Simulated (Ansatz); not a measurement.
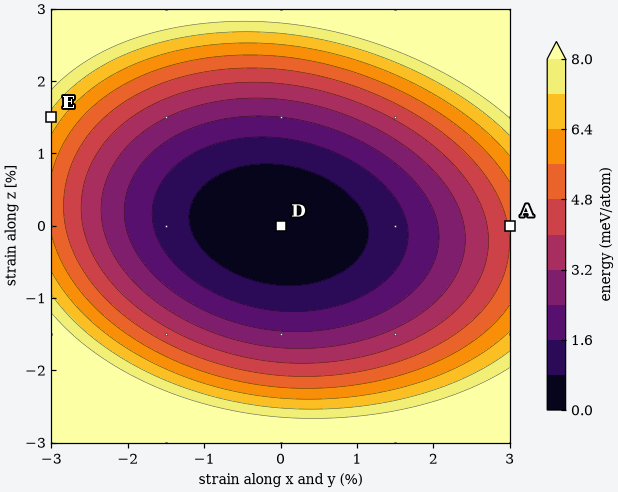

LiHF2 (R-3m, No. 166; 4 atoms in the cell). The cell is strained homogeneously, by one strain along x and y and another along z, with fractional coordinates fixed (x along [1 0 0], z along [0 0 1] of the conventional cell). First axis: strain along x and y. Second axis: strain along z. The grid has 5 × 5 points. Energies: meV/atom, counted from the lowest grid point. All numbers below come from Ansatz, DFT LDA, scalar-relativistic, plane waves, PAW. Settings: cutoff 420 eV, k-mesh 9×9×9, gaussian smearing 0.05 eV, no spin polarisation.

Drawn: filled contours, dots at the grid points, one colour for all values above the top of the scale, lettered points. Between grid points the surface is interpolated.

Rank the lettered points by energy, lowest first.

D (0.0 meV/atom), A (4.9 meV/atom), E (6.9 meV/atom).
